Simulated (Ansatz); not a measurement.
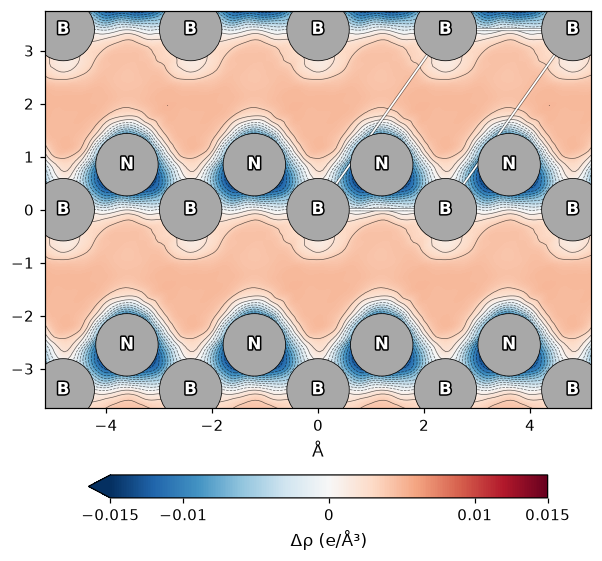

BN. Difference of the valence pseudo-densities of two functionals at the same geometry, on the (101̄) plane of the calculation cell: one of PBE and PBEsol less the other.

Both computed with Ansatz (plane waves, PAW), on the same k-point mesh. Grey discs cover the atomic cores.

Which was subtracted from which, and what does the map show?

It is PBEsol less PBE. Against PBE, PBEsol gives more density in the space between the atoms (+0.005 e/Å³ on average) and a change of −0.010 e/Å³ at the midpoint of B–N.
